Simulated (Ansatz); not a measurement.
System: CoO, space group F-43m (No. 216) (cell built by us, not taken from a database).

Starting cell:
```xyz
2
Lattice="0.0000 2.1745 2.1745 2.1745 0.0000 2.1745 2.1745 2.1745 0.0000" Properties=species:S:1:pos:R:3 pbc="T T T"
Co    0.0000    0.0000    0.0000
O     1.0872    1.0872    1.0872
```

Method: several magnetic starts of one crystal ranked at fixed atoms, signs over the magnetic atoms (u up, d down), a propagation vector with a half doubling the cell with reversed moments; plane-wave DFT of a periodic cell (Ansatz 0.2.0). Level: PBEsol.

```csv
setting,value
cell charge,0 e
exact exchange fraction,0
dispersion correction,none
potentials,PAW default
wave cutoff,420 eV
k mesh,16x16x16
k shift,none
occupation rule,Gaussian
occupation width,0.1 eV
```

The k mesh is that of the cell as given; doubled cells use half as many points along the doubled vectors; key: 1 = non-magnetic; 2 = ferromagnetic; 3 = parallel large; 4 = antiferromagnetic doubled q=(0 0 1/2); 5 = antiferromagnetic doubled q=(0 1/2 1/2); 6 = parallel small.

Predict the energy above the lowest of each magnetic start.

Among these starts the lowest are no. 4 and no. 5, which are equal within what the calculation resolves; the next, no. 3, is 22 meV/atom higher.

```json
{"magnetic start": "no. 1", "energy above the lowest (meV/atom)": "102", "largest site moment (μB)": "0.000", "final order": "non-magnetic"}
{"magnetic start": "no. 2", "energy above the lowest (meV/atom)": "22", "largest site moment (μB)": "1.517", "final order": "ferromagnetic"}
{"magnetic start": "no. 3", "energy above the lowest (meV/atom)": "22", "largest site moment (μB)": "1.517", "final order": "ferromagnetic"}
{"magnetic start": "no. 4", "energy above the lowest (meV/atom)": "0", "largest site moment (μB)": "1.771", "final order": "antiferromagnetic"}
{"magnetic start": "no. 5", "energy above the lowest (meV/atom)": "1", "largest site moment (μB)": "1.767", "final order": "antiferromagnetic"}
{"magnetic start": "no. 6", "energy above the lowest (meV/atom)": "22", "largest site moment (μB)": "1.517", "final order": "ferromagnetic"}
```

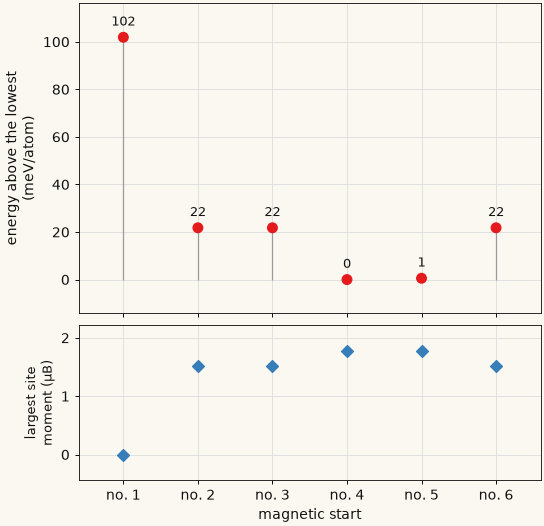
